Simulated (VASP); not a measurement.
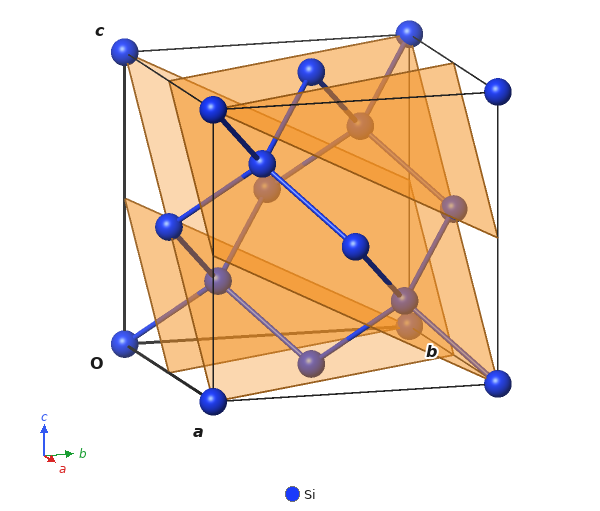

Crystal: Si, coordinates from a relaxation with VASP Kohn-Sham DFT of a periodic cell, PBE, VASP PAW PBE potentials, recommended (VASP 6.6.1). Every member of one family of equally spaced planes, hx + ky + lz = a whole number, that cuts the unit cell is shaded (one member passes through the origin O, touching the cell only at an edge or corner). All values are computed from the atomic coordinates in the standard setting (tolerance 0.002 Å).

a = 5.469 Å, b = 5.469 Å, c = 5.469 Å, α = 90.00°, β = 90.00°, γ = 90.00°.

Q: Index the planes.

A: (2 1 2); the opposite sign names the same planes. The member next to the origin meets the axes a at 1/2, b at 1, c at 1/2.

Q: What is the spacing?

A: d = 1.823 Å.

Q: Which atoms of the cell lie in these planes (within 0.03 Å)?

A: 2 of the 8 Si.

Q: The space group is Fd-3m, No. 227, origin choice 1. How many reflections hkl are equivalent to this one (itself included), and does it occur?

A: 24 reflections are equivalent in the Laue class m-3m. The reflection is systematically absent, by the centring.
